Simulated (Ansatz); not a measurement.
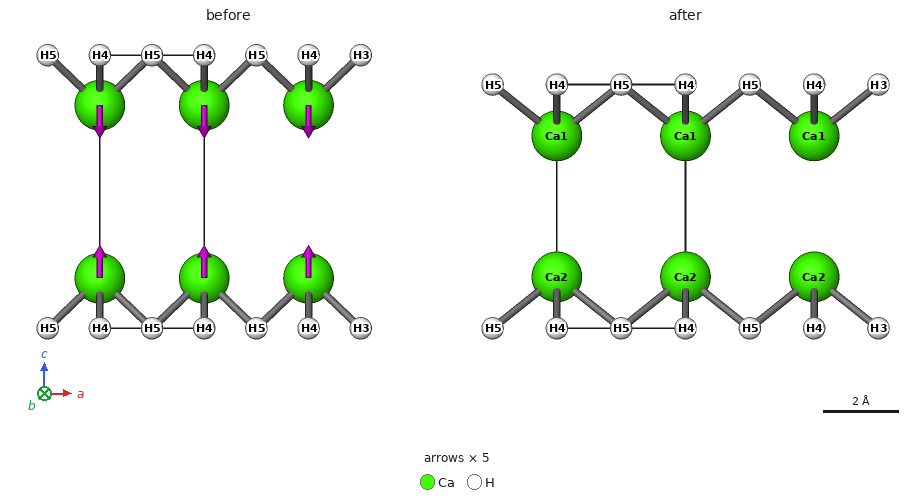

The structure of a crystal of Ca$_{2}$H$_{3}$ (a generated structure, set up in P6/mmm) (coarse preliminary run) before (left) and after (right) a relaxation, at one scale. The purple arrows give the displacements (the part carried along by the change of the cell is left out), 5 times their true length.

The picture is a ball-and-stick view of the cell of the calculation, repeated 2 × 1 × 1 with one cell outlined, seen along the b axis.

All numbers below come from DFT PBE, scalar-relativistic, plane waves, PAW (Ansatz).

Input
```yaml
crystal:
  lattice:
    - [3.22146108, 0.0, 0.0]
    - [-1.61073054, 2.78986713, 0.0]
    - [0.0, 0.0, 7.30158488]
  atoms:
    - { symbol: Ca, position: [0.0, 0.0, 0.81676451] }
    - { symbol: Ca, position: [0.0, 0.0, 0.18323549] }
    - { symbol: H, position: [0.5, 0.0, 0.0] }
    - { symbol: H, position: [0.0, 0.5, 0.0] }
    - { symbol: H, position: [0.5, 0.5, 0.0] }
basis:
  ecutwfc: 420
kpoints:
  mp_grid: { grid: [6, 6, 4] }
hamiltonian:
  xc: pbe
scf:
  occupations: { method: gaussian, width: 0.1 }
  lower_state_search: "off"
output:
  forces: true
  stress: true
  eigenvalues: true
relax:
  adjacent_minimum: "off"
  f_tol: 0.04
  max_steps: 70
  cell: { stress_tol: 0.4 }
```

Run as
```bash
ansatz run input.yaml --threads 1 --pin off --max-ram 2048MiB --backend cpu --events-out ev --progress --plain --runs-dir out
```

Q: Describe what moved and what it gained.

A: The largest moves relative to the cell, 0.18 Å, are those of Ca1 and Ca2. Ca2 goes along +c. H stays in place. Cell: a = b 3.221 → 3.971 Å (+23.3 %), c 7.302 → 6.518 Å (−10.7 %). Volume +35.7 %. Among the contacts that change: Ca1–Ca1 3.221 → 3.971 Å, Ca1–H3 2.094 → 2.415 Å, Ca1–Ca2 2.676 → 2.748 Å. Among the angles between lasting bonds that change: H3–Ca1–H3 100.6° → 110.6°, Ca1–H4–Ca1 100.6° → 110.6°, Ca1–H4–Ca2 79.4° → 69.4°. The space group stays P6/mmm (No. 191). After 7 accepted moves (9 points after the start) the energy has fallen by 2.513 eV per cell of the calculation. The largest force component goes from 2.1 to 0.011 eV/Å. Pressure: 22.40 GPa at the start and 0.15 GPa at the end. The SCF was repeated twice at an unchanged geometry on a basis and grid sized afresh for the cell, which shifted the energy by 61.4 meV per cell of the calculation at most.
